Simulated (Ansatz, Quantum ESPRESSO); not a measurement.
# SrO (Fm-3m): a worked LO-TO splitting

Aim: work out the LO frequency and the static dielectric constant of SrO (Fm-3m) from one linear-response run, then check them.

Main program and level: Quantum ESPRESSO 8.0 development, patched; DFT LDA, scalar-relativistic, plane waves, PseudoDojo norm-conserving pseudopotentials.

The database entry behind the starting cell differs from later determinations by our own check (about 0.5 % short), so it need not match the best structure at ambient conditions.

### Step 1. Set-up

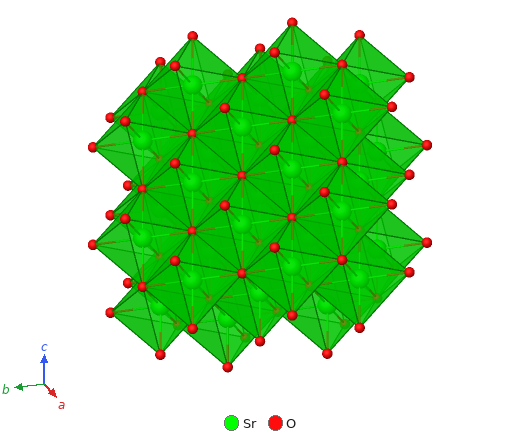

The starting structure, seen from a free direction (strontium green, oxygen red). 1×2×2 cells are drawn. This picture shows the conventional cell, with its axes. Some periodic images of atoms are drawn too.

As a file:

```cif
data_structure
_symmetry_space_group_name_H-M 'P 1'
_symmetry_Int_Tables_number 1
_cell_length_a 3.5787
_cell_length_b 3.5787
_cell_length_c 3.5787
_cell_angle_alpha 60.000
_cell_angle_beta 60.000
_cell_angle_gamma 60.000
_cell_volume 32.41
loop_
_atom_site_label
_atom_site_type_symbol
_atom_site_fract_x
_atom_site_fract_y
_atom_site_fract_z
_atom_site_occupancy
Sr1 Sr 0.50000 0.50000 0.50000 1
O2 O 0.00000 0.00000 0.00000 1
```

This is the cell after its relaxation at this level of theory, not the database cell from which that began.

### Step 2. What the response run gave

A linear-response run on the relaxed cell, with the response to an electric field; only its zone-centre results are used. Cutoff 84 Ry, k mesh 8×8×8.

Log:

```text
[banners, grids, parts of the stress and lines that vanish by symmetry left out]
Program PHONON v.8.0dev
     Dynamical matrices for q-points given in input
     (   1q-points):
[...]
Exchange-correlation= PW
                           (   1   4   0   0   0   0   0)
[...]
kinetic-energy cut-off    =      84.0000  Ry
     charge density cut-off    =     336.0000  Ry
     convergence threshold     =      1.0E-18
[...]
Exchange-correlation= PW
                           (   1   4   0   0   0   0   0)
[...]
q = (   0.0000000   0.0000000   0.0000000 )
     49 Sym.Ops. (with q -> -q+G )
     G cutoff =  389.2496  (  22659 G-vectors)     FFT grid: ( 40, 40, 40)
     number of k points=    29
[...]
Mode symmetry, O_h (m-3m)  point group:
[...]
Dielectric constant
[...]
End of electric fields calculation
          Dielectric constant in cartesian axis
          (       3.863204629      -0.000000000      -0.000000000 )
          (      -0.000000000       3.863204629       0.000000000 )
          (      -0.000000000       0.000000000       3.863204629 )
          Effective charges (d Force / dE) in cartesian axis without acoustic sum rule applied (asr)
           atom    1  Sr    Mean Z*:        2.47575
      Ex  (        2.47575        0.00000        0.00000 )
      Ey  (        0.00000        2.47575        0.00000 )
      Ez  (        0.00000        0.00000        2.47575 )
           atom    2  O     Mean Z*:       -2.47609
      Ex  (       -2.47609        0.00000        0.00000 )
      Ey  (        0.00000       -2.47609       -0.00000 )
      Ez  (        0.00000       -0.00000       -2.47609 )
          Effective charges Sum: Mean:       -0.00034
[...]
Effective charges (d Force / dE) in cartesian axis with asr applied:
           atom    1  Sr    Mean Z*:        2.47592
[...]
atom    2  O     Mean Z*:       -2.47592
[...]
Dielectric constant from finite-differences
          (       3.863224245       0.000000000       0.000000000 )
          (       0.000000000       3.863224245       0.000000000 )
          (       0.000000000       0.000000000       3.863224245 )
[...]
(      -0.000000000       0.000000000      -0.000000000 )
          (      -0.000000000      -0.000000000       0.000000000 )
          (       0.000000000       0.000000000       0.000000000 )
          (      -0.000000000       0.000000000      -0.000000000 )
          (      -0.000000000       0.000000000      -0.000000000 )
          (       0.000000000      -0.000000000       0.000000000 )
          (       0.000000000      -0.000000000      -0.000000000 )
          (       0.000000000      -0.000000000       0.000000000 )
[...]
(      -0.000000000      -0.000000000       0.000000000 )
          (       0.000000000       0.000000000      -0.000000000 )
          (      -0.000000000      -0.000000000       0.000000000 )
          (       0.000000000      -0.000000000       0.000000000 )
          (      -0.000000000       0.000000000      -0.000000000 )
[...]
Representation #   1 modes #   1   2   3
[...]
End of self-consistent calculation
     Convergence has been achieved
     Representation #   2 modes #   4   5   6
[...]
End of self-consistent calculation
     Convergence has been achieved
[...]
Dielectric constant in cartesian axis
          (       3.863204629      -0.000000000      -0.000000000 )
          (      -0.000000000       3.863204629       0.000000000 )
          (      -0.000000000       0.000000000       3.863204629 )
          Effective charges (d Force / dE) in cartesian axis without acoustic sum rule applied (asr)
           atom    1  Sr    Mean Z*:        2.47575
      Ex  (        2.47575        0.00000        0.00000 )
      Ey  (        0.00000        2.47575        0.00000 )
      Ez  (        0.00000        0.00000        2.47575 )
           atom    2  O     Mean Z*:       -2.47609
      Ex  (       -2.47609        0.00000        0.00000 )
      Ey  (        0.00000       -2.47609       -0.00000 )
      Ez  (        0.00000       -0.00000       -2.47609 )
          Effective charges Sum: Mean:       -0.00034
[...]
Effective charges (d Force / dE) in cartesian axis with asr applied:
           atom    1  Sr    Mean Z*:        2.47592
[...]
atom    2  O     Mean Z*:       -2.47592
[...]
q = (    0.000000000   0.000000000   0.000000000 )
[...]
freq (    1) =      -0.039368 [THz] =      -1.313179 [cm-1]
     freq (    2) =      -0.039368 [THz] =      -1.313179 [cm-1]
     freq (    3) =      -0.039368 [THz] =      -1.313179 [cm-1]
     freq (    4) =       6.494867 [THz] =     216.645429 [cm-1]
     freq (    5) =       6.494867 [THz] =     216.645429 [cm-1]
     freq (    6) =       6.494867 [THz] =     216.645429 [cm-1]
[...]
Mode symmetry, O_h (m-3m)  point group:
     freq (   1-   3) =         -1.3  [cm-1]   --> T_1u G_15  G_4- I
     freq (   4-   6) =        216.6  [cm-1]   --> T_1u G_15  G_4- I

   JOB DONE.
```

| quantity | value |
| --- | --- |
| cell volume Ω (Å³) | 32.409 |
| mass of Sr (u) | 87.620 |
| mass of O (u) | 15.999 |
| Born charge of Sr, raw (e) | 2.476 |
| Born charge of O, raw (e) | -2.476 |
| ε∞ | 3.863 |
| ω(TO) after the sum rule (cm⁻¹) | 216.7 |

### Step 3. The calculation

The charges must sum to zero over the cell; taking off their mean, 0.000 e, leaves Z* = 2.476 e on Sr. In the polar mode Sr moves against O, so the reduced mass is μ = 87.62 × 16.00 / 103.62 = 13.529 u.

A longitudinal wave builds up a field that adds to the restoring force: ω(LO)² = ω(TO)² + 4π Z*² / (μ Ω ε∞), in Hartree atomic units. With μ = 24661 electron masses and Ω = 218.70 bohr³ the second term is 3.6972e-06 Ha², or 178090 cm⁻² (1 Ha = 219474.6 cm⁻¹).

So ω(LO) = √(46946 + 178090) = 474.4 cm⁻¹, and by the Lyddane-Sachs-Teller relation ε₀ = ε∞ (ω(LO)/ω(TO))² = 18.52.

### Step 4. Check against the program

The analysis program adds the same non-analytic term to the full matrix, here for q along (1 0 0).

Log:

```text
[banner, memory and clock lines left out]
Program DYNMAT v.8.0dev

     Reading Dynamical Matrix from file g.dyn
     ...Force constants read
     ...epsilon and Z* read
     ...Raman cross sections read

     Polarizability (A^3 units)
     multiply by 0.511666 for Clausius-Mossotti correction (not under assume_isolated = 'mt')
         7.384206   -0.000000   -0.000000
        -0.000000    7.384206    0.000000
        -0.000000    0.000000    7.384206

     IR activities are in (D/A)^2/amu units

# mode   [cm-1]    [THz]      IR
    1     -0.00   -0.0000    0.0000
    2      0.00    0.0000    0.0000
    3      0.00    0.0000    0.0000
    4    216.67    6.4957   10.4541
    5    216.67    6.4957   10.4541
    6    474.38   14.2214   10.4541
```

ε₀ comes from the program's run without a direction of q.

| quantity | by hand | program |
| --- | --- | --- |
| ω(LO) (cm⁻¹) | 474.4 | 474.4 |
| ε₀ | 18.52 | 18.52 |

### Step 5. Results

| Property | Result |
| --- | --- |
| TO mode | 216.7 cm⁻¹ |
| LO mode | 474.4 cm⁻¹ |
| static dielectric constant | 18.52 |

In words: The LO mode of SrO (Fm-3m) lies at 474 cm⁻¹, 258 cm⁻¹ above the TO mode; the formula meets the program within 0.1 cm⁻¹, as it must for a cubic crystal with one polar mode. ω(LO)² − ω(TO)² goes with Z*²/ε∞: an error of 5 % in ε∞ would move the LO mode by 9.0 cm⁻¹, and semilocal functionals tend to overestimate ε∞. These are harmonic values at zero temperature, at the volume of this functional, for the structure held cubic; stability elsewhere in the zone is no part of this calculation.

[Host names and launcher messages were left out of these logs when they were recorded.]

[Logs are printed without paths, hosts, clocks, repeated set-up lines and the standing remarks that a program may print on its own settings, such as how far it seeks lower states.]

[Hosts, paths, dates, database ids (printed as entryN), source tags and the programs' standing remarks are cut or masked in the printed files.]
